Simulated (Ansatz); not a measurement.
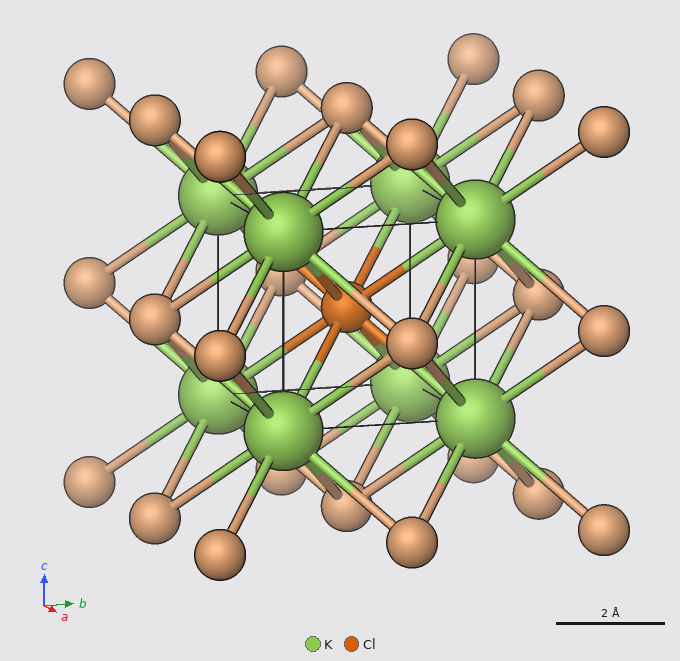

Shown here is a ball-and-stick view of the crystal, taken slightly off an axis. The frame is the conventional unit cell; atoms at its boundary are shown with their periodic copies. Bonded atoms from the next cells complete the picture, in fainter colours.

KCl, caesium chloride (CsCl, B2) type, space group Pm-3m (No. 221), a = 3.771 Å, b = 3.771 Å, c = 3.771 Å, α = 90.00°, β = 90.00°, γ = 90.00°. Starting structure: a structure type filled with these elements by a generator (whether the compound takes this form wasn't checked). Earlier steps of the study may have refined or changed the cell and positions. It was the input of a calculation with Ansatz.

This one geometry was computed with Ansatz (DFT, plane waves, PAW) at six levels of theory: r2SCAN, dielectric-dependent PBE0 (fraction 1/eps_inf of PBE), PBE0, r2SCAN0, Hartree-Fock and PBE. It was relaxed beforehand with r2SCAN.

Q: Which level gives the highest pressure at this volume, and what does that say about its equilibrium volume?

A: Highest: Hartree-Fock (3.0 GPa), which points to the largest equilibrium volume. Lowest, with the smallest volume: r2SCAN (0.0 GPa), dielectric-dependent PBE0 (fraction 1/eps_inf of PBE) (0.3 GPa) and r2SCAN0 (-0.2 GPa). Levels within 0.5 GPa of each other can't be told apart.

Q: How does the band gap change with the level of theory?

A: PBE: a gap of 5.03 eV, indirect; r2SCAN: a gap of 5.80 eV, indirect; PBE0: a gap of 7.09 eV, indirect; r2SCAN0: a gap of 7.53 eV, indirect; dielectric-dependent PBE0 (fraction 1/eps_inf of PBE): a gap of 8.22 eV, indirect; Hartree-Fock: a gap of 13.59 eV, indirect.

Q: Collect the results in a table.

A:
| level | cutoff (eV) | k-mesh of the run's cell | gap (eV) | pressure (GPa) |
| --- | --- | --- | --- | --- |
| r2SCAN | 500 | 8×8×8 | 5.80 | 0.0 |
| dielectric-dependent PBE0 (fraction 1/eps_inf of PBE) | 420 | 6×6×6 | 8.22 | 0.3 |
| PBE0 | 420 | 6×6×6 | 7.09 | 0.6 |
| r2SCAN0 | 500 | 6×6×6 | 7.53 | -0.2 |
| Hartree-Fock | 420 | 6×6×6 | 13.59 | 3.0 |
| PBE | 420 | 8×8×8 | 5.03 | 1.1 |

Gaps are taken on the k-mesh or band path of each run.
